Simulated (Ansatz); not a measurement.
Run report: AlGa₃N₄, molecular dynamics (part 3 of 3)

Continued. System: AlGa₃N₄ (disordered cell, 16 atoms in the cell). Method: DFT PBEsol, scalar-relativistic, plane waves, PAW, no spin polarisation (Ansatz 0.2.0); cutoff 320 eV, 1×1×1 k-mesh, Fermi–Dirac smearing of 0.3275 eV. It belongs to a series of runs on one base structure; here: Langevin dynamics at 3800 K from a random packing.

Geometry of the input (Å; fractional positions):
```
5.8443  0.0295  0.0072
0.0295  5.8328  0.1297
0.0072  0.1297  5.8622
Al 0.6221  0.4196  0.5572
Al 0.2867  0.0118  0.2681
Ga 0.1232  0.2809  0.9070
Ga 0.6866  0.0177  0.8918
Ga 0.2561  0.7625  0.8066
Ga 0.9407  0.6525  0.1040
Ga 0.4816  0.5778  0.1543
Ga 0.1318  0.4209  0.4481
N  0.7158  0.2829  0.0759
N  0.3283  0.0992  0.7022
N  0.7000  0.7750  0.2819
N  0.9090  0.6461  0.7823
N  0.0018  0.9925  0.9705
N  0.7988  0.0851  0.5392
N  0.2403  0.7529  0.4905
N  0.4087  0.4873  0.8572
```

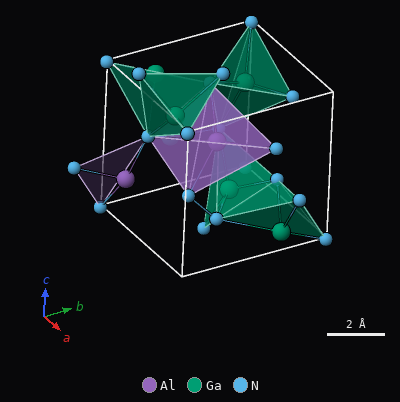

*The geometry at step 18 of the log (polyhedral view of the cell of the calculation, seen at an oblique angle; polyhedra are completed across the faces of the cell).*

## Trajectory as extended XYZ, continued
```
16
Lattice="5.8443 0.0295 0.0072 0.0295 5.8328 0.1297 0.0072 0.1297 5.8622" Properties=species:S:1:pos:R:3:forces:R:3 step=12 time_fs=24.0 energy=-26522.41010 temperature=4348.4 pressure_GPa=4.05
Al    3.4966    2.5207    3.5383    1.0878  -0.1100   1.6870
Al    1.5519    0.1302    1.5622    0.5931  -0.8953   2.5366
Ga    0.7648    1.6234    5.3515    0.0203   2.3781  -1.9865
Ga    4.1198    0.4637    5.3985   -1.2328   0.2603   0.5966
Ga    1.7073    4.6794    4.7468   -0.7713   1.1470  -1.6963
Ga    5.7155    4.0081    0.7228   -2.7028  -1.7625   0.6838
Ga    2.9161    3.4498    1.1158   -1.6670  -1.4637  -1.2285
Ga    0.8460    2.4325    2.7394   -1.9725  -4.6784   0.0157
N     4.1848    2.1367    0.6612    2.3551  -2.1699   0.9792
N     2.2826    0.6862    3.9941    0.8519  -0.5516  -0.1658
N     4.0931    4.6121    1.7572    0.8366   1.6813  -0.2279
N     5.3019    3.9413    4.0258   -0.5512  -1.0826   1.2642
N     0.2285    5.8734    5.9743    0.3269  -1.0348   0.9944
N     4.1344    1.0860    2.4757    0.1331   1.3246  -1.3357
N     1.0584    4.1604    2.8681    0.5513   4.2282  -1.4641
N     2.1093    2.8023    5.2839    2.1427   2.7275  -0.6530
16
Lattice="5.8443 0.0295 0.0072 0.0295 5.8328 0.1297 0.0072 0.1297 5.8622" Properties=species:S:1:pos:R:3:forces:R:3 step=13 time_fs=26.0 energy=-26522.91478 temperature=4219.0 pressure_GPa=2.80
Al    3.4775    2.5492    3.5558    1.4744  -0.6415   1.3685
Al    1.5423    0.1328    1.5973    0.6607  -0.8944   2.2956
Ga    0.7641    1.6228    5.3540    0.9018   3.1153  -2.1376
Ga    4.1273    0.4748    5.4192   -1.2714   0.3421   0.6002
Ga    1.7265    4.6834    4.7391   -0.9298   1.3004  -1.8297
Ga    5.7274    4.0164    0.7235   -2.7659  -1.8556   0.8613
Ga    2.9257    3.4624    1.1247   -1.6599  -1.3663  -1.1426
Ga    0.8636    2.3949    2.7317   -1.8888  -4.2288   0.1751
N     4.2161    2.1591    0.7291    2.3974  -2.6828   1.3806
N     2.3102    0.6739    3.9542    0.5215  -0.4040   0.1325
N     4.0824    4.6451    1.7697    0.7488   1.7690  -0.3459
N     5.3013    3.9642    3.9891   -0.5245  -0.9471   1.2483
N     0.2162    5.8815    5.9933    0.5347  -0.9655   0.9692
N     4.1424    1.1092    2.4011    0.1445   2.1128  -1.4481
N     1.0379    4.1441    2.8252    0.3170   3.7709  -1.2483
N     2.1431    2.8560    5.3037    1.3393   1.5746  -0.8791
16
Lattice="5.8443 0.0295 0.0072 0.0295 5.8328 0.1297 0.0072 0.1297 5.8622" Properties=species:S:1:pos:R:3:forces:R:3 step=14 time_fs=28.0 energy=-26523.39801 temperature=4275.0 pressure_GPa=1.90
Al    3.4612    2.5778    3.5690    1.8117  -0.9740   1.1606
Al    1.5326    0.1366    1.6346    0.7316  -0.9587   2.0096
Ga    0.7649    1.6263    5.3520    1.2443   3.2018  -2.1126
Ga    4.1340    0.4906    5.4411   -1.2653   0.3920   0.5527
Ga    1.7459    4.6910    4.7281   -1.0918   1.4321  -1.8611
Ga    5.7368    4.0242    0.7303   -2.7901  -2.0284   1.0231
Ga    2.9313    3.4772    1.1379   -1.6120  -1.5146  -1.2406
Ga    0.8773    2.3563    2.7204   -1.8175  -3.5140   0.3827
N     4.2514    2.1745    0.7930    2.1782  -3.0172   1.6807
N     2.3397    0.6437    3.9061    0.2472  -0.1801   0.3783
N     4.0685    4.6733    1.7813    0.6984   1.9405  -0.3550
N     5.2945    3.9877    3.9569   -0.4875  -0.8543   1.1715
N     0.2069    5.8780    6.0141    0.8820  -0.4317   0.7646
N     4.1561    1.1251    2.3345    0.2906   2.7551  -1.5228
N     1.0206    4.1328    2.7823    0.0592   3.0737  -1.0319
N     2.1744    2.9051    5.3102    0.9200   0.6776  -0.9994
16
Lattice="5.8443 0.0295 0.0072 0.0295 5.8328 0.1297 0.0072 0.1297 5.8622" Properties=species:S:1:pos:R:3:forces:R:3 step=15 time_fs=30.0 energy=-26523.87635 temperature=4604.0 pressure_GPa=1.49
Al    3.4493    2.6065    3.5824    2.1010  -1.0860   1.0713
Al    1.5280    0.1370    1.6699    0.8151  -1.0588   1.6706
Ga    0.7687    1.6328    5.3426    1.2664   2.9138  -1.9868
Ga    4.1368    0.5127    5.4629   -1.1671   0.3759   0.5114
Ga    1.7639    4.7014    4.7159   -1.2952   1.5264  -1.8386
Ga    5.7488    4.0324    0.7386   -2.8170  -2.2634   1.2007
Ga    2.9346    3.4910    1.1547   -1.3601  -1.6440  -1.3445
Ga    0.8898    2.3168    2.7083   -1.7861  -2.5130   0.6383
N     4.2977    2.1869    0.8606    1.6730  -3.2153   1.9012
N     2.3660    0.6001    3.8747    0.0997   0.1320   0.5039
N     4.0597    4.7060    1.7903    0.5192   2.0004  -0.4648
N     5.2772    4.0108    3.9240   -0.5105  -0.8641   1.0838
N     0.2016    5.8680    6.0308    1.2194   0.3763   0.4246
N     4.1580    1.1370    2.2835    0.5292   3.2505  -1.6037
N     1.0073    4.1315    2.7246   -0.0596   2.1364  -0.8394
N     2.1992    2.9548    5.3099    0.7709  -0.0652  -0.9280
16
Lattice="5.8443 0.0295 0.0072 0.0295 5.8328 0.1297 0.0072 0.1297 5.8622" Properties=species:S:1:pos:R:3:forces:R:3 step=16 time_fs=32.0 energy=-26524.26361 temperature=4249.3 pressure_GPa=0.68
Al    3.4422    2.6313    3.5942    2.3267  -1.0951   1.0616
Al    1.5224    0.1361    1.7028    0.9369  -1.1921   1.3016
Ga    0.7724    1.6403    5.3277    1.1313   2.4799  -1.8435
Ga    4.1397    0.5382    5.4845   -1.0224   0.2782   0.4560
Ga    1.7746    4.7090    4.7016   -1.5058   1.5394  -1.7366
Ga    5.7622    4.0399    0.7479   -2.8718  -2.5448   1.3740
Ga    2.9347    3.5018    1.1745   -0.9725  -1.6556  -1.4347
Ga    0.9055    2.2780    2.6974   -1.7983  -1.3289   0.8826
N     4.3472    2.1963    0.9317    1.0124  -3.3090   2.0243
N     2.3896    0.5507    3.8625    0.0670   0.5314   0.4908
N     4.0467    4.7481    1.8006    0.2292   1.9139  -0.7079
N     5.2623    4.0400    3.8925   -0.5616  -0.9440   0.9919
N     0.2055    5.8523    6.0429    1.4663   1.2919   0.0447
N     4.1527    1.1458    2.2427    0.8803   3.6287  -1.6008
N     1.0014    4.1439    2.6586   -0.1390   1.0163  -0.6083
N     2.2146    2.9960    5.3063    0.8210  -0.6100  -0.6966
16
Lattice="5.8443 0.0295 0.0072 0.0295 5.8328 0.1297 0.0072 0.1297 5.8622" Properties=species:S:1:pos:R:3:forces:R:3 step=17 time_fs=34.0 energy=-26524.61092 temperature=4452.9 pressure_GPa=0.91
Al    3.4471    2.6549    3.6042    2.4806  -1.0461   1.1189
Al    1.5134    0.1343    1.7388    1.0852  -1.3480   0.9291
Ga    0.7758    1.6465    5.3143    0.9784   2.0591  -1.7052
Ga    4.1423    0.5620    5.5109   -0.8331   0.0990   0.3596
Ga    1.7805    4.7158    4.6805   -1.6962   1.2091  -1.4431
Ga    5.7786    4.0454    0.7595   -2.9577  -2.8842   1.4451
Ga    2.9313    3.5091    1.1927   -0.4932  -1.4766  -1.4427
Ga    0.9237    2.2450    2.6880   -1.7812  -0.4051   1.1062
N     4.3939    2.1972    1.0087    0.3188  -3.3957   2.1303
N     2.4041    0.5090    3.8601    0.0814   0.9814   0.2629
N     4.0275    4.8003    1.8099   -0.1872   1.7037  -1.0042
N     5.2526    4.0731    3.8698   -0.6357  -1.0430   0.9040
N     0.2182    5.8286    6.0487    1.6747   2.2398  -0.3421
N     4.1565    1.1576    2.2039    1.3262   3.9331  -1.5260
N     0.9948    4.1534    2.5946   -0.1981   0.1479  -0.2538
N     2.2385    3.0192    5.3025    0.8382  -0.7744  -0.5398
16
Lattice="5.8443 0.0295 0.0072 0.0295 5.8328 0.1297 0.0072 0.1297 5.8622" Properties=species:S:1:pos:R:3:forces:R:3 step=18 time_fs=36.0 energy=-26525.04438 temperature=4622.0 pressure_GPa=1.79
Al    3.4573    2.6803    3.6179    2.5562  -0.9181   1.2511
Al    1.5076    0.1265    1.7721    1.2131  -1.4293   0.5999
Ga    0.7822    1.6529    5.2974    0.8869   1.8166  -1.6201
Ga    4.1434    0.5818    5.5410   -0.6136  -0.1710   0.1689
Ga    1.7845    4.7260    4.6578   -1.9193   0.5081  -0.9729
Ga    5.7954    4.0505    0.7765   -3.0185  -2.9240   1.2148
Ga    2.9278    3.5202    1.2082   -0.1087  -1.2358  -1.3285
Ga    0.9412    2.2136    2.6762   -1.6639   0.3702   1.3312
N     4.4301    2.1840    1.0895   -0.4162  -3.5145   2.2026
N     2.4064    0.4772    3.8659    0.2406   1.5814  -0.1896
N     4.0131    4.8579    1.8011   -0.5359   1.4973  -1.2876
N     5.2403    4.1025    3.8528   -0.7623  -1.1713   0.8366
N     0.2391    5.8138    6.0439    1.7741   2.6986  -0.5680
N     4.1635    1.1759    2.1513    1.7608   4.1357  -1.3510
N     0.9847    4.1604    2.5360   -0.1583  -0.5206   0.2216
N     2.2705    3.0364    5.3064    0.7655  -0.7228  -0.5097
16
Lattice="5.8443 0.0295 0.0072 0.0295 5.8328 0.1297 0.0072 0.1297 5.8622" Properties=species:S:1:pos:R:3:forces:R:3 step=19 time_fs=38.0 energy=-26525.46356 temperature=5455.3 pressure_GPa=4.54
Al    3.4747    2.7035    3.6330    2.4592  -0.6724   1.5025
Al    1.5051    0.1121    1.8004    1.3378  -1.3600   0.3294
Ga    0.7878    1.6647    5.2760    0.8564   1.7168  -1.5943
Ga    4.1437    0.6001    5.5715   -0.4160  -0.5448  -0.1900
Ga    1.7875    4.7385    4.6385   -2.1991  -0.3640  -0.4248
Ga    5.8096    4.0559    0.8005   -3.0673  -2.4403   0.5472
Ga    2.9242    3.5368    1.2257   -0.0767  -1.1142  -1.1620
Ga    0.9567    2.1816    2.6641   -1.3905   1.1275   1.5888
N     4.4708    2.1690    1.1704   -1.1167  -3.2323   1.8232
N     2.4047    0.4482    3.8760    0.5561   2.3687  -0.8091
N     3.9936    4.9079    1.7746   -0.5838   1.4381  -1.4931
N     5.2233    4.1221    3.8410   -0.9230  -1.3094   0.7788
N     0.2672    5.8164    6.0313    1.6930   2.4843  -0.5621
N     4.1628    1.2031    2.0813    2.1108   3.8068  -0.7022
N     0.9626    4.1774    2.4778    0.0875  -1.1180   0.8672
N     2.3006    3.0622    5.3234    0.6721  -0.7848  -0.4995
16
Lattice="5.8443 0.0295 0.0072 0.0295 5.8328 0.1297 0.0072 0.1297 5.8622" Properties=species:S:1:pos:R:3:forces:R:3 step=20 time_fs=40.0 energy=-26525.63620 temperature=6356.0 pressure_GPa=8.79
Al    3.5047    2.7274    3.6510    2.1830  -0.3075   1.8764
Al    1.5017    0.0918    1.8278    1.5053  -1.2133   0.0896
Ga    0.7889    1.6812    5.2530    0.8438   1.6777  -1.6090
Ga    4.1378    0.6180    5.6029   -0.2297  -1.0389  -0.7267
Ga    1.7917    4.7545    4.6217   -2.5022  -1.4768   0.2470
Ga    5.8245    4.0577    0.8299   -3.2452  -1.6641  -0.7060
Ga    2.9209    3.5556    1.2456   -0.3495  -0.9238  -0.9155
Ga    0.9720    2.1487    2.6481   -0.9880   1.7941   1.9238
N     4.5268    2.1545    1.2479   -1.0590  -1.3418   0.1442
N     2.4017    0.4226    3.8821    0.9461   3.3025  -1.5842
N     3.9613    4.9588    1.7475   -0.4322   1.3840  -1.5779
N     5.1999    4.1278    3.8336   -1.1376  -1.4467   0.7864
N     0.3024    5.8288    6.0185    1.4397   1.9206  -0.3878
N     4.1707    1.2494    2.0115    1.7644   1.7666   1.2634
N     0.9404    4.1924    2.4166    0.6704  -1.5575   1.7058
N     2.3285    3.0894    5.3508    0.5908  -0.8712  -0.5296
16
Lattice="5.8443 0.0295 0.0072 0.0295 5.8328 0.1297 0.0072 0.1297 5.8622" Properties=species:S:1:pos:R:3:forces:R:3 step=21 time_fs=42.0 energy=-26525.21919 temperature=5862.6 pressure_GPa=12.88
Al    3.5386    2.7528    3.6715    1.8084   0.0392   2.2433
Al    1.4990    0.0748    1.8551    1.6986  -1.1467  -0.1974
Ga    0.7847    1.7019    5.2231    0.8518   1.6778  -1.6438
Ga    4.1255    0.6365    5.6328   -0.0881  -1.5778  -1.3512
Ga    1.7956    4.7746    4.6024   -2.7708  -2.6965   1.0006
Ga    5.8407    4.0560    0.8615   -3.7237  -0.8257  -2.6009
Ga    2.9169    3.5771    1.2663   -0.8004  -0.6919  -0.6343
Ga    0.9882    2.1175    2.6305   -0.5748   2.3779   2.2820
N     4.5824    2.1258    1.2992    1.1573   3.6395  -3.7470
N     2.4055    0.4086    3.8819    1.3588   4.1521  -2.3205
N     3.9261    5.0132    1.7089   -0.2297   1.3600  -1.5961
N     5.1701    4.1259    3.8251   -1.3135  -1.5659   0.8801
N     0.3442    5.8499    6.0037    1.0642   1.1980  -0.0765
N     4.1915    1.2999    1.9543   -0.5791  -3.3906   5.5489
N     0.9268    4.1990    2.3600    1.6065  -1.7315   2.8467
N     2.3491    3.1063    5.3836    0.5341  -0.8147  -0.6341
16
Lattice="5.8443 0.0295 0.0072 0.0295 5.8328 0.1297 0.0072 0.1297 5.8622" Properties=species:S:1:pos:R:3:forces:R:3 step=22 time_fs=44.0 energy=-26524.53606 temperature=5501.4 pressure_GPa=16.21
Al    3.5751    2.7775    3.6976    1.4612   0.1575   2.3210
Al    1.5046    0.0579    1.8780    1.8678  -1.0838  -0.5005
Ga    0.7807    1.7266    5.1905    0.8605   1.5462  -1.6518
Ga    4.1139    0.6523    5.6611    0.0268  -1.9482  -1.8358
Ga    1.7983    4.7934    4.5782   -2.9405  -3.6444   1.6623
Ga    5.8534    4.0522    0.8925   -4.7440  -0.2350  -4.9906
Ga    2.9150    3.5988    1.2849   -1.0135  -0.5726  -0.3255
Ga    1.0078    2.0936    2.6186   -0.3127   2.7383   2.5051
N     4.6361    2.0957    1.3095    4.2686   8.0528  -7.2743
N     2.4174    0.4112    3.8835    1.6356   4.6325  -2.7487
N     3.8992    5.0691    1.6470   -0.2150   1.3444  -1.5892
N     5.1347    4.1158    3.8213   -1.3351  -1.5854   1.0874
N     0.3882    5.8739    5.9933    0.7454   0.6195   0.1507
N     4.2051    1.3284    1.9169   -3.7528  -7.7224   9.5427
N     0.9139    4.1947    2.3092    3.0351  -1.6409   4.5252
N     2.3641    3.1110    5.4225    0.4117  -0.6553  -0.8778
16
Lattice="5.8443 0.0295 0.0072 0.0295 5.8328 0.1297 0.0072 0.1297 5.8622" Properties=species:S:1:pos:R:3:forces:R:3 step=23 time_fs=46.0 energy=-26524.48705 temperature=5758.4 pressure_GPa=16.98
Al    3.6194    2.8045    3.7274    1.0545  -0.0514   2.0815
Al    1.5106    0.0432    1.8969    2.0133  -1.1647  -0.8246
Ga    0.7810    1.7518    5.1607    0.8723   1.2801  -1.5783
Ga    4.1025    0.6628    5.6921    0.2061  -1.8946  -2.1205
Ga    1.7961    4.8107    4.5483   -3.0203  -4.2024   2.1705
Ga    5.8603    4.0432    0.9221   -6.4299   0.0431  -7.7410
Ga    2.9160    3.6194    1.3000   -0.7309  -0.3708   0.0425
Ga    1.0259    2.0729    2.6087   -0.2497   2.9829   2.6229
N     4.6910    2.0850    1.2910    3.8496   5.7243  -6.0341
N     2.4315    0.4272    3.8873    1.6928   4.8004  -2.8159
N     3.8755    5.1376    1.5761   -0.4934   1.0181  -1.4567
N     5.0954    4.1012    3.8234   -1.0560  -1.3694   1.3586
N     0.4246    5.8942    5.9845    0.5419   0.2012   0.2359
N     4.2064    1.3329    1.9099   -3.4533  -5.1060   8.5540
N     0.9106    4.1726    2.2570    5.0209  -1.3141   6.7752
N     2.3828    3.1184    5.4621    0.1818  -0.5750  -1.2698
16
Lattice="5.8443 0.0295 0.0072 0.0295 5.8328 0.1297 0.0072 0.1297 5.8622" Properties=species:S:1:pos:R:3:forces:R:3 step=24 time_fs=48.0 energy=-26524.69362 temperature=5119.7 pressure_GPa=15.09
Al    3.6635    2.8342    3.7565    0.4400  -0.5738   1.7409
Al    1.5180    0.0356    1.9222    2.1509  -1.4988  -1.1815
Ga    0.7835    1.7759    5.1337    0.8780   1.0077  -1.3953
Ga    4.0881    0.6694    5.7208    0.4691  -1.2980  -2.5316
Ga    1.7833    4.8222    4.5218   -2.8932  -4.0876   2.4304
Ga    5.8633    4.0349    0.9497   -8.3083   0.1832 -10.0463
Ga    2.9164    3.6366    1.3124   -0.1792  -0.0474   0.4075
Ga    1.0420    2.0548    2.6012   -0.3722   3.2114   2.6490
N     4.7406    2.0870    1.2659    1.4268   1.2816  -3.1402
N     2.4487    0.4515    3.8916    1.4985   4.4419  -2.4949
N     3.8417    5.2153    1.5051   -0.9077   0.3091  -0.9449
N     5.0577    4.0905    3.8194   -0.4217  -0.8093   1.6056
N     0.4569    5.9152    5.9778    0.3709  -0.2125   0.2796
N     4.2052    1.3284    1.9385   -1.1441  -0.4764   5.5566
N     0.9263    4.1350    2.2153    7.0402  -0.8733   8.8155
N     2.4052    3.1234    5.4993   -0.0492  -0.5590  -1.7509
```

## Summary

```csv
quantity,value
outcome,finished
mean temperature over the second half,4986 K
trajectory,"24 steps, 48 fs"
ensemble,nvt_langevin
temperature in the input,3800.0 K
time step,2.0 fs
electrons treated,124
potential energy (free energy of the electrons) (last step),−26524.6936 eV
Fermi energy (last step),8.920 eV
pressure (without the kinetic term) (last step),9.43 GPa
largest force (length of the vector) (last step),13.038 eV/Å
wall time,18 s (CPU time 22 s)
peak memory,0.36 GiB
```

The k-point mesh is coarse (a preliminary or cheap run), so energies and forces are approximate. The program warns: the cutoff is below the recommended one; the SCF threshold is loose for the printed forces; the SCF threshold is looser than advised for the printed stress. So short a trajectory is not equilibrated. The logged temperature at the start can lie below the typed one, since it is counted over all degrees of freedom. The temperature stays far from the 3800 K of the thermostat over the second half: the run isn't equilibrated.
